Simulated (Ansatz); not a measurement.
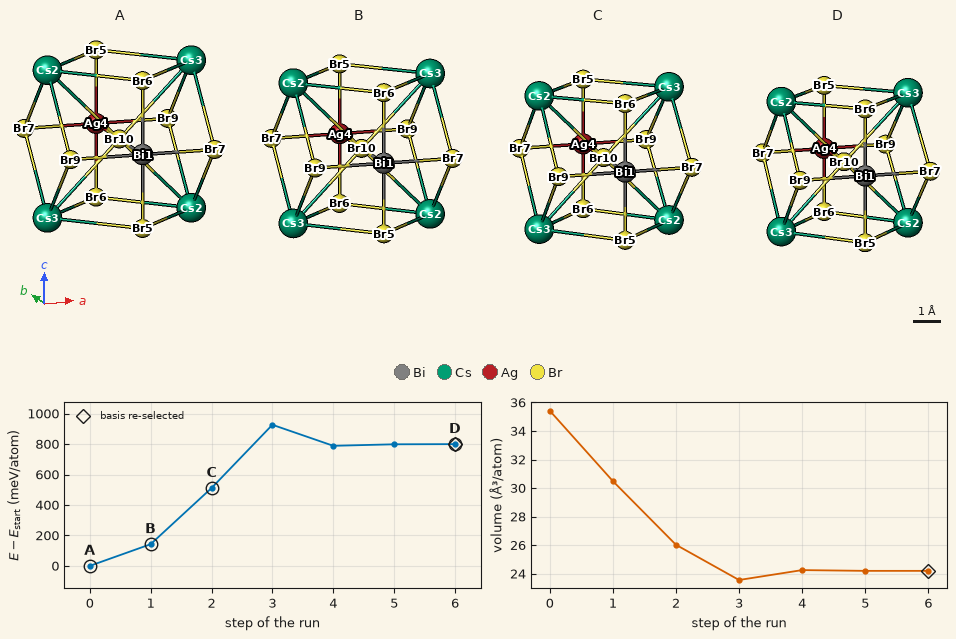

Frames of a relaxation of a crystal of Cs$_{2}$AgBiBr$_{6}$ (set up in Fm-3m), marked on the history of the run. The picture is a ball-and-stick view of the atoms within 5.0 Å of the atom that moves most (axes of the conventional cell (4 times the calculation's cell)), seen slightly off an axis. Lengths and directions refer to the drawn axes.

The run lets cell and atoms move.

All numbers below come from Kohn-Sham DFT of a periodic cell, PBE, Ansatz PAW in Ansatz.

Input file:
```yaml
crystal:
  lattice:
    - [0.0, 5.6161, 5.6161]
    - [5.6161, 0.0, 5.6161]
    - [5.6161, 5.6161, 0.0]
  atoms:
    - { symbol: Bi, position: [0.0, 0.0, 0.0] }
    - { symbol: Cs, position: [0.75, 0.75, 0.75] }
    - { symbol: Cs, position: [0.25, 0.25, 0.25] }
    - { symbol: Ag, position: [0.5, 0.5, 0.5] }
    - { symbol: Br, position: [0.74945, 0.74945, 0.25055] }
    - { symbol: Br, position: [0.25055, 0.25055, 0.74945] }
    - { symbol: Br, position: [0.74945, 0.25055, 0.25055] }
    - { symbol: Br, position: [0.74945, 0.25055, 0.74945] }
    - { symbol: Br, position: [0.25055, 0.74945, 0.74945] }
    - { symbol: Br, position: [0.25055, 0.74945, 0.25055] }
hamiltonian:
  xc: pbe
  pseudopotentials: { kind: paw }
kpoints:
  mp_grid: { grid: [3, 3, 3] }
scf:
  occupations: { method: fermi_dirac, width: 0.05 }
output:
  forces: true
  stress: true
  eigenvalues: true
  write_density: true
  write_potential: true
  elf: true
  volumetric_format: npy
relax:
  f_tol: 0.01
  max_steps: 40
  cell: { stress_tol: 0.05, p_target: 30.0 }
```

Command:
```bash
ansatz run input.yaml --threads 4 --pin off --max-ram 11264MiB --backend cpu --events-out ev --progress --plain --runs-dir out
```

What happens along the run?

Over 5 accepted moves (6 points after the start) the energy rises by 800 meV per atom. With the target pressure of 30 GPa, the enthalpy E + pV changes by −1303 meV per atom. Largest force component: 0.29 eV/Å at the start, 0.0079 eV/Å at the end. The pressure goes from 1.86 to 29.96 GPa. At 1 point the geometry stayed and the basis and grid were re-selected for the new cell (energy shift of 1.1 meV per atom at most each time). The largest moves relative to the cell, 0.067 Å, are those of Br5, Br6, Br7, Br8, Br9 and Br10. Br10 goes along +b. Cs and Bi and Ag stay in place. The volume changes by −31.7 %, with a = b = c 11.232 → 9.892 Å (−11.9 %). Among the contacts that change: Cs2–Br10 3.971 → 3.498 Å, Ag4–Br10 2.802 → 2.400 Å, Bi1–Br10 2.814 → 2.546 Å. Bond angles that change, for instance: Cs2–Br10–Cs2 179.8° → 177.6°. The space group stays Fm-3m (No. 225). The run took 15 s on 4 threads of Arm Neoverse V2, with other jobs on the host, peak memory 0.81 GiB. From step 0 to 1: volume −13.9 %, energy +142 meV per atom. From step 1 to 2: Br atoms move most (0.05 Å), volume −14.6 %, energy +369 meV per atom. From step 2 to 6: volume −7.0 %, energy +288 meV per atom.

```tsv
step	E − E(0), meV/atom	largest force component, eV/Å	pressure, GPa	volume, Å³/atom	note
0	0.00	0.2876	1.86	35.427	
1	142.41	0.7652	8.47	30.494	
2	511.06	0.1049	20.93	26.030	
3	926.56	0.2751	33.93	23.559	
4	788.48	0.0841	29.66	24.254	
5	798.43	0.0086	29.97	24.200	
6	799.53	0.0079	29.96	24.200	same geometry, new basis
```
